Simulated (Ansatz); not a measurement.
**GaP2: density, localisation and related maps**

```cif
data_structure
_symmetry_space_group_name_H-M 'P 1'
_symmetry_Int_Tables_number 1
_cell_length_a 3.4343
_cell_length_b 3.4343
_cell_length_c 9.8499
_cell_angle_alpha 90.000
_cell_angle_beta 90.000
_cell_angle_gamma 120.000
_cell_volume 100.61
loop_
_atom_site_label
_atom_site_type_symbol
_atom_site_fract_x
_atom_site_fract_y
_atom_site_fract_z
_atom_site_occupancy
Ga1 Ga 0.00000 0.00000 0.25000 1
Ga2 Ga 0.00000 0.00000 0.75000 1
P1 P 0.33333 0.66667 0.43347 1
P2 P 0.66667 0.33333 0.93347 1
P3 P 0.33333 0.66667 0.06653 1
P4 P 0.66667 0.33333 0.56653 1
```

Space group P6₃/mmc; a structure generated by program, which may or may not match a known phase.

The calculation used DFT PBE, scalar-relativistic, plane waves, PAW (Ansatz 0.2.0).

The density is the valence pseudo-density of a PAW calculation; it isn't the true density close to the nuclei.

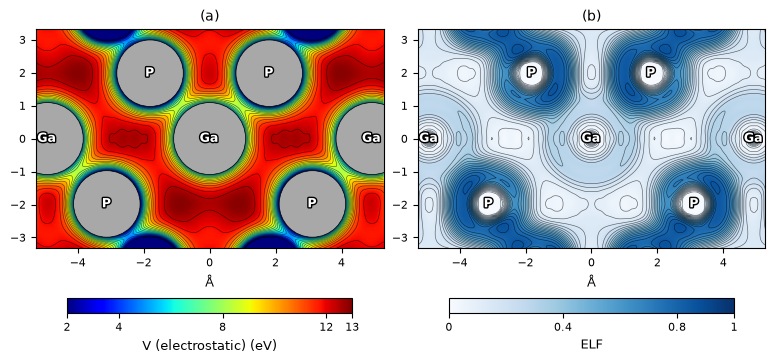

Figure 1. (a) electrostatic potential energy of an electron; (b) electron localisation function on the (110) plane of the conventional cell. Grey discs cover the atomic cores in the potential map.

What does the map show?

Answer. The plane passes through Ga and P nuclei.
Ga–P (2.68 Å): the ELF peaks at about 0.85 in the valence shell of P, 0.8 Å from its nucleus, and is about 0.55 at the midpoint.
The features right at Ga lie inside the PAW spheres, where the map follows smoothed inner orbitals and isn't to be read closely.
Outside the cores the potential energy rises away from the atoms and is highest about 2.2 Å from the nearest atoms; its zero is arbitrary.

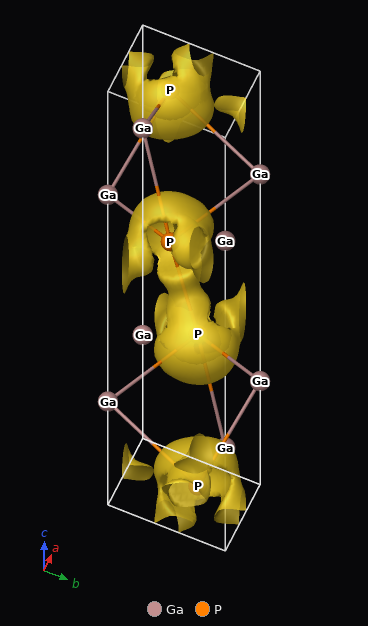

Figure 2. Isosurface of the electron localisation function at 0.75 (yellow), seen at an oblique angle. Only the valence region is drawn (cores and ρ < 0.01 e/Å³ removed). Sticks mark near contacts.

Where are the electrons localised?

Answer. The surface consists of sheets that run through the cell in two directions, counted in one cell of 6 atoms. Any copies at cell faces, edges or corners count once. Along the contacts the grid gives the following. P–P (2.38 Å): the ELF peaks at about 0.85 between the atoms.

Does the calculation make it a metal, or give it a gap?

Answer. It is gapless in this calculation (a metal or semimetal).
